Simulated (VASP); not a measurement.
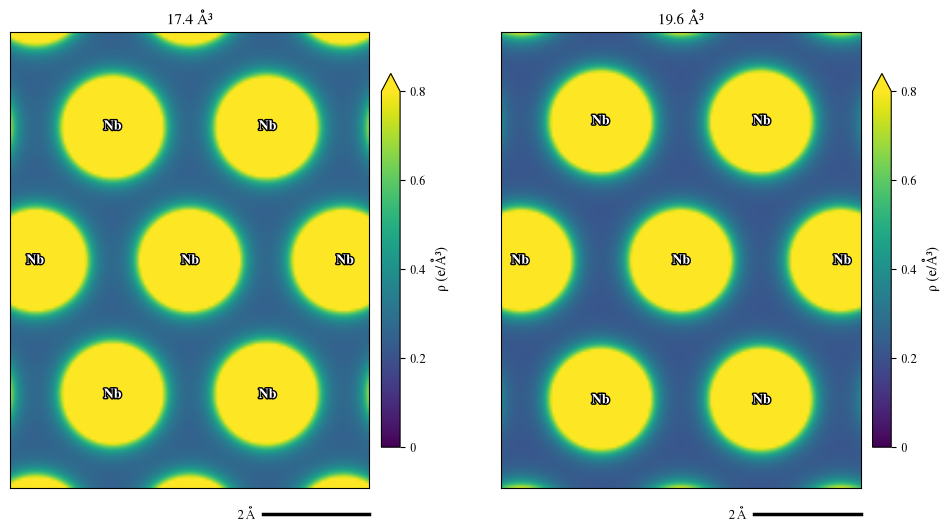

Nb. The valence pseudo-density of cells scaled evenly to different volumes (given per atom above each panel), on the (010) plane of each (indices in the axes of the cell below), at one length scale and on one colour scale.

A generated structure, not necessarily the stable one.

These are results of Kohn-Sham DFT of a periodic cell, PBEsol, VASP PAW PBE potentials, recommended in VASP, not measurements.

Core electrons are frozen (PAW), and the valence fields are smoothed inside the atomic spheres.

The largest cell:

```cif
data_structure
_symmetry_space_group_name_H-M 'P 1'
_symmetry_Int_Tables_number 1
_cell_length_a 3.0275
_cell_length_b 3.0275
_cell_length_c 3.0275
_cell_angle_alpha 60.000
_cell_angle_beta 60.000
_cell_angle_gamma 60.000
_cell_volume 19.62
loop_
_atom_site_label
_atom_site_type_symbol
_atom_site_fract_x
_atom_site_fract_y
_atom_site_fract_z
_atom_site_occupancy
Nb1 Nb 0.00000 0.00000 0.00000 1
```

| volume (Å³/atom) | Nb–Nb contact in the plane (Å) | ρ at its midpoint (e/Å³) | pressure (GPa) | 
| --- | --- | --- | --- |
| 17.44 | 2.911 | 0.275 | 6.9 | 
| 18.17 | 2.951 | ? | ? | 
| 19.62 | 3.028 | 0.235 | −12.0 | 

Estimate the missing row, and compare with the calculation.

Over the known rows ln ρ falls by 1.34 per Å of Nb–Nb distance (the line through the two), which gives 0.261 e/Å³ at 2.951 Å; the calculation gives 0.260 e/Å³. For the pressure, a straight line in volume between the neighbouring rows gives 0.6 GPa; the calculation gives −0.5, lower because pressure rises ever faster on compression.
